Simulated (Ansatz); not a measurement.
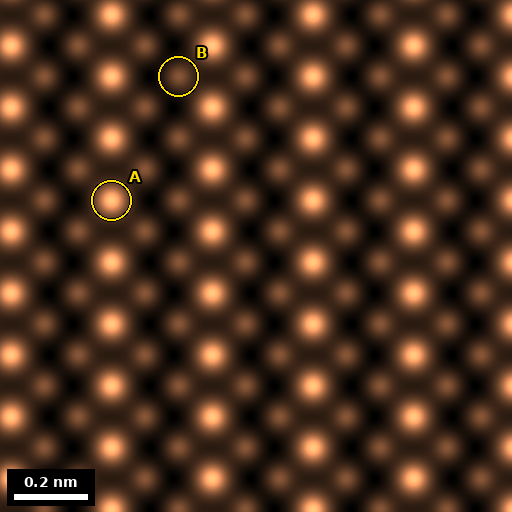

Map of the projected electrostatic potential of CaB$_{2}$ (P6/mmm, No. 191) along [201]. Computed as the sum of neutral-atom potentials (tabulated electron scattering factors, B = 0.8 Å²) projected along the beam and smoothed by 0.25 Å; brighter is more positive. The display is stretched by a gamma of 0.7; percentages refer to the linear signal. Structure used: the geometry relaxed at fixed volume with DFT PBEsol, scalar-relativistic, plane waves, PAW in Ansatz; the starting structure was generated, so it need not be a known form of this composition.

```
Ca B
1.0
     3.17898    0.00000    0.00000
    -1.58949    2.75308    0.00000
     0.00000    0.00000    3.99517
Ca B
1 2
Direct
  0.00000 0.00000 0.00000
  0.33333 0.66667 0.50000
  0.66667 0.33333 0.50000
```

> What lies under each ring?

A: Ca (1 Ca per 7.51 Å along the beam; the brightest kind). B: B (1 B per 7.51 Å along the beam; about 30 % of the brightest peak). Brightness is counted from the darkest point of the image.
